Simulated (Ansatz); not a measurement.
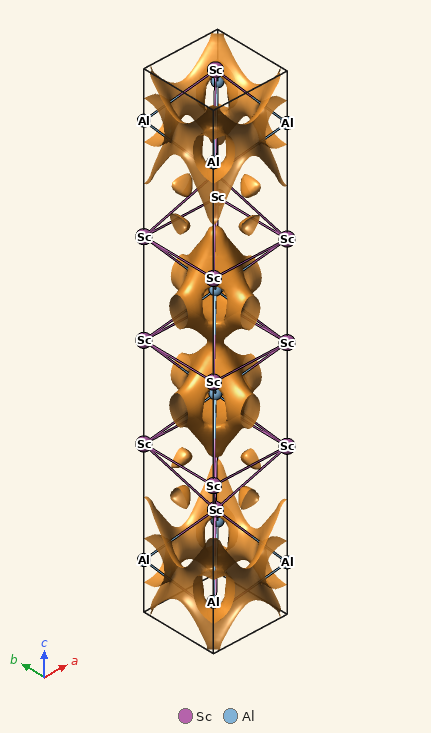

The picture shows: Sc3Al2. Isosurface of the electron localisation function at 0.65 (orange), seen at an oblique angle. Only the valence region is drawn (cores and ρ < 0.01 e/Å³ removed). Sticks mark near contacts.

Space group I4/mmm; a structure generated by program, which may or may not match a known phase; computed without spin polarisation.

All numbers below come from DFT PBE, scalar-relativistic, plane waves, PAW (Ansatz 0.2.0).

```
CELL_PARAMETERS angstrom
3.16266 0.00000 0.00000
0.00000 3.16266 0.00000
0.00000 0.00000 20.55249
ATOMIC_POSITIONS crystal
Sc 0.50000 0.50000 0.19073
Sc 0.00000 0.00000 0.69073
Sc 0.50000 0.50000 0.00000
Sc 0.00000 0.00000 0.50000
Sc 0.00000 0.00000 0.30927
Sc 0.50000 0.50000 0.80927
Al 0.00000 0.00000 0.09568
Al 0.50000 0.50000 0.59568
Al 0.50000 0.50000 0.40432
Al 0.00000 0.00000 0.90432
```

**What do the ELF domains correspond to?**

The surface consists of four pockets between the atoms, centred on no nucleus (multi-centre or interstitial) and sheets that run through the cell in two directions, counted in one cell of 10 atoms. Any copies at cell faces, edges or corners count once. Along the contacts the grid gives the following. Sc–Al (2.97 Å): the ELF peaks at about 0.65 in the valence shell of Al, 1.1 Å from its nucleus, and is about 0.35 at the midpoint. Sc–Sc (3.16 Å): the ELF is about 0.15 at the midpoint; no shared electron pair shows on this line.

**Metal or insulator at this level of theory?**

It is metallic or semimetallic at this level of theory: no gap opens.
